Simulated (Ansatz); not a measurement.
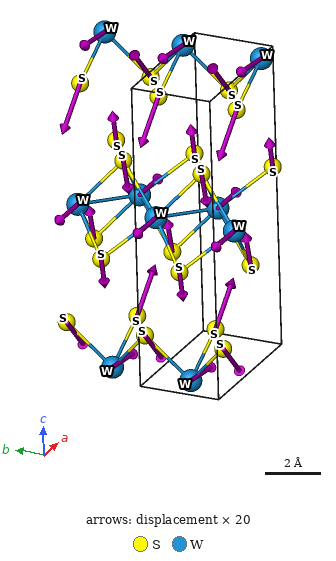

A relaxation of solid WS₂ (a generated structure, set up in P2_1/m) (coarse preliminary run). The starting structure is drawn; purple arrows show the displacements (the part carried along by the change of the cell is left out), 20 times their true length.

Style: ball-and-stick. Shown: the cell of the calculation, repeated 1 × 2 × 1 with one cell outlined, from a free direction.

Case: Mo → W, Te → S on all its sites, cell and atoms relaxed.

The calculation used Ansatz, DFT LDA, scalar-relativistic, plane waves, PAW. (plane-wave cutoff 420 eV; k-point mesh 4 × 6 × 2; occupations gaussian; smearing width 0.1 eV; no spin polarisation; cell and atoms relaxed; force threshold 0.05 eV/Å; at most 60 steps)

**What happened in the run?**

The largest moves relative to the cell, 0.12 Å, are those of S atoms. By element the largest moves are S 0.12 Å, W 0.11 Å. The volume changes by −2.7 %, with a 5.708 → 5.632 Å (−1.3 %), b 3.119 → 3.155 Å (+1.2 %), c 12.130 → 11.856 Å (−2.3 %), β 93.8° → 95.5°. Among the contacts that change: W–W 2.594 → 2.753 Å, S–W 2.504 → 2.438 Å, S–W 2.427 → 2.372 Å, S–W 2.522 → 2.471 Å. Among the angles between lasting bonds that change: W–S–W 64.6° → 70.5°, W–S–W 64.6° → 70.3°, W–S–W 104.1° → 99.2°. The space group stays P2_1/m (No. 11). After 5 accepted moves (6 points after the start) the energy has fallen by 82.7 meV per atom. The largest force component goes from 3.1 to 0.037 eV/Å. The pressure goes from −3.38 to 0.04 GPa. The SCF was repeated once at an unchanged geometry on a basis and grid sized afresh for the cell, which shifted the energy by 0.1 meV per atom at most.
